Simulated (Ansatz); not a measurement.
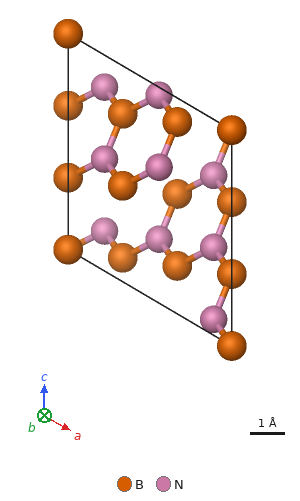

Starting frame of a dynamics run of an 18-atom cell of BN (set up in Fmm2). Style: ball-and-stick. Shown: the simulation cell, along the b axis. Bonds to atoms that aren't drawn are left out.

Method: Ansatz, DFT PBE+D3(BJ), scalar-relativistic, plane waves, PAW.

Input file:
```yaml
crystal:
  lattice:
    - [1.2681028322, -3.5413121025, 4.3891914187]
    - [-1.2681028322, -3.5413121025, -4.3891914187]
    - [5.072411329, 3.5413121025, -2.1945957093]
  atoms:
    - { symbol: B, position: [0.6666828833, 0.2221951944, 0.8888780778] }
    - { symbol: B, position: [0.33334955, 0.4444174167, 0.7777669667] }
    - { symbol: B, position: [1.62167e-05, 0.9999729722, 0.9999891889] }
    - { symbol: B, position: [0.33334955, 0.77775075, 0.1111003] }
    - { symbol: B, position: [1.62167e-05, 0.3333063056, 0.3333225222] }
    - { symbol: B, position: [0.6666828833, 0.8888618611, 0.5555447444] }
    - { symbol: B, position: [0.33334955, 0.1110840833, 0.4444336333] }
    - { symbol: B, position: [1.62167e-05, 0.6666396389, 0.6666558556] }
    - { symbol: B, position: [0.6666828833, 0.5555285278, 0.2222114111] }
    - { symbol: "N", position: [0.88888378, 0.8518603667, 0.7407441467] }
    - { symbol: "N", position: [0.5555504467, 0.0740825889, 0.6296330356] }
    - { symbol: "N", position: [0.2222171133, 0.6296381444, 0.8518552578] }
    - { symbol: "N", position: [0.5555504467, 0.4074159222, 0.9629663689] }
    - { symbol: "N", position: [0.2222171133, 0.9629714778, 0.1851885911] }
    - { symbol: "N", position: [0.88888378, 0.5185270333, 0.4074108133] }
    - { symbol: "N", position: [0.5555504467, 0.7407492556, 0.2962997022] }
    - { symbol: "N", position: [0.2222171133, 0.2963048111, 0.5185219244] }
    - { symbol: "N", position: [0.88888378, 0.1851937, 0.07407748] }
basis:
  ecutwfc: 420
kpoints:
  mp_grid: { grid: [2, 2, 2], shift: [0.5, 0.5, 0.5] }
hamiltonian:
  xc: pbe
  dispersion: d3bj
scf:
  occupations: { method: fermi_dirac, width: 0.1034 }
  lower_state_search: "off"
  convergence: { dr2_threshold: 1.0e-07 }
output:
  forces: true
  stress: true
md:
  timestep: 1.5
  n_steps: 111
  ensemble: nvt_langevin
  temperature: 1200.0
  initial_velocities: maxwell_boltzmann
  seed: 95312
  friction: 0.02
```

Run as
```bash
ansatz run input.yaml --threads 4 --pin off --max-ram 5120MiB --backend cpu --events-out ev --progress --plain --runs-dir out
```

Question: What does the trajectory do?

Answer: The mean temperature in the second half is 1041 K (standard deviation 127 K). The potential energy in the second half lies on average 141 meV per atom above the first frame. The mean pressure there is −7.3 GPa. Root-mean-square distances from the starting positions over the second half, with the common drift of all atoms taken out: N 0.19 Å, B 0.16 Å. That is small against the typical shortest distance between atoms in the first frame, about 1.5 Å: the atoms vibrate about their sites and the arrangement holds.

Along the run (each row but the first and the last is the mean over the interval that it begins):

```tsv
time (fs)	potential energy (meV/atom)	T (K)	p (GPa)
0.0	0.0	1133	-6.1
16.5	111.8	848	-7.4
33.0	132.8	983	-8.0
49.5	141.8	1172	-6.6
66.0	118.7	1230	-5.5
82.5	146.8	1126	-6.9
99.0	159.0	1005	-7.1
115.5	127.0	1050	-7.3
132.0	122.9	1025	-7.1
148.5	147.2	996	-8.0
165.0	155.8	1036	-8.7
```

The paths of the atoms, magnified 2 times:

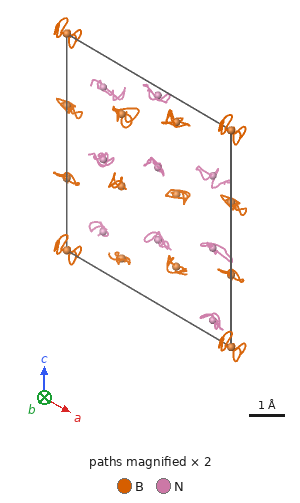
